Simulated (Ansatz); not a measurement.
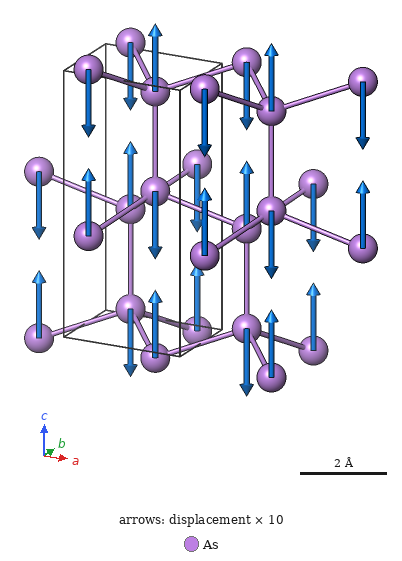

This is a relaxation of solid As (built on the lonsdaleite_194 type) (coarse preliminary run). The starting structure is drawn; blue arrows show the displacements (the part carried along by the change of the cell is left out), 10 times their true length.

Style: ball-and-stick. Shown: the cell of the calculation, repeated 2 × 1 × 1 with one cell outlined, slightly off an axis.

Case: lonsdaleite type (P6_3/mmc, No. 194).

These are results of DFT PBE, scalar-relativistic, plane waves, PAW in Ansatz, not measurements.

The input:
```yaml
crystal:
  lattice:
    - [3.8322932247, 0.0, 0.0]
    - [-1.9161466124, 3.3188632874, 0.0]
    - [0.0, 0.0, 6.3232838208]
  atoms:
    - { symbol: As, position: [0.3333333333, 0.6666666667, 0.4375] }
    - { symbol: As, position: [0.6666666667, 0.3333333333, 0.9375] }
    - { symbol: As, position: [0.6666666667, 0.3333333333, 0.5625] }
    - { symbol: As, position: [0.3333333333, 0.6666666667, 0.0625] }
basis:
  ecutwfc: 420
kpoints:
  mp_grid: { grid: [6, 6, 4] }
hamiltonian:
  xc: pbe
scf:
  occupations: { method: gaussian, width: 0.1 }
  lower_state_search: "off"
output:
  forces: true
  stress: true
  eigenvalues: true
relax:
  adjacent_minimum: "off"
  f_tol: 0.04
  max_steps: 70
  cell: { stress_tol: 0.4 }
```

What happened in the run?

Answer. The largest moves relative to the cell, 0.16 Å, are those of As1, As2, As3 and As4. As3 goes along −c. The drawn cell changes as follows: a = b 3.832 → 4.615 Å (+20.4 %), c 6.323 → 5.758 Å (−8.9 %); the volume changes by +32.1 %. Among the contacts that change: As1–As4 3.952 → 3.275 Å, As1–As3 2.350 → 2.694 Å, As1–As4 (another image) 2.371 → 2.484 Å. Among the angles between lasting bonds that change: As3–As1–As4 109.7° → 98.4°, As3–As1–As3 109.3° → 117.9°. The space group stays P6_3/mmc (No. 194). Over 9 accepted moves (12 points after the start) the energy falls by 763 meV per atom. The largest force component goes from 0.43 to 0.00018 eV/Å. Pressure: 33.02 GPa at the start and 0.30 GPa at the end. The line search rejected the trial step at point 8 of the run. The SCF was repeated twice at an unchanged geometry on a basis and grid sized afresh for the cell, which shifted the energy by 23.2 meV per atom at most. The run took of the order of 50 core-seconds on a shared host.
